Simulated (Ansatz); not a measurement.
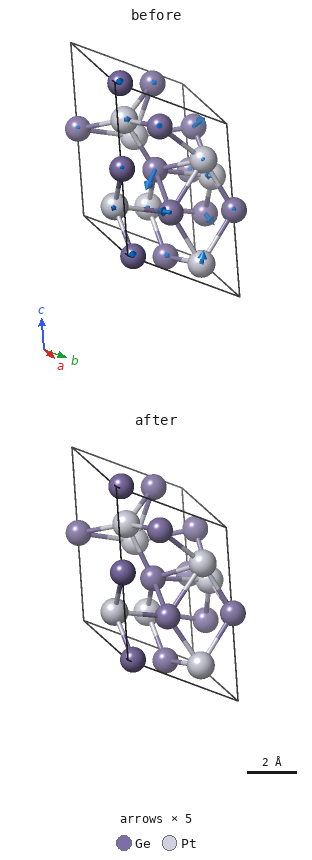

The structure of a crystal of Ge₈Pt₇ (a generated structure, set up in P1) (coarse preliminary run) before (top) and after (bottom) a relaxation, at one scale. The blue arrows give the displacements (the part carried along by the change of the cell is left out), 5 times their true length.

The picture is a ball-and-stick view of the cell of the calculation (origin shifted), seen slightly off an axis.

Case: 1 of 8 Pt atoms taken out at random.

Computed with Ansatz 0.2.0, DFT PBEsol, scalar-relativistic, plane waves, PAW. Settings: plane-wave cutoff 420 eV; k-point mesh 3 × 3 × 2; occupations gaussian; smearing width 0.1 eV; mesh shifted by (0, 0, 0.5); no spin polarisation; cell and atoms relaxed; force threshold 0.04 eV/Å; at most 50 steps.

### What changed between the two?

A Ge atom moves most relative to the cell: 0.22 Å along [0 −2 −3]. Largest moves by element: Ge 0.22 Å, Pt 0.12 Å. The drawn cell changes as follows: a 6.829 → 6.677 Å (−2.2 %), b 6.829 → 6.675 Å (−2.3 %), c 7.129 → 7.140 Å (+0.2 %), γ 114.4° → 113.5°; the volume changes by −3.2 %. Among the contacts that change: Ge–Ge 3.020 → 2.701 Å, Ge–Ge 2.990 → 2.736 Å, Ge–Pt 2.639 → 2.532 Å, Ge–Pt 2.623 → 2.719 Å. Bond angles that change, for instance: Pt–Ge–Pt 131.9° → 121.5°, Pt–Ge–Pt 131.2° → 121.8°, Ge–Pt–Ge 70.3° → 61.5°. The space group stays P1 (No. 1). Over 5 accepted moves (6 points after the start) the energy falls by 0.403 eV per cell of the calculation. Largest force component: 0.63 eV/Å at the start, 0.015 eV/Å at the end. The pressure goes from −2.95 to 0.02 GPa. The SCF was repeated once at an unchanged geometry on a basis and grid sized afresh for the cell, which shifted the energy by 2.7 meV per cell of the calculation at most. The run took 100 s on 4 threads of Arm Neoverse V1, with other jobs on the host, peak memory 1.1 GiB.
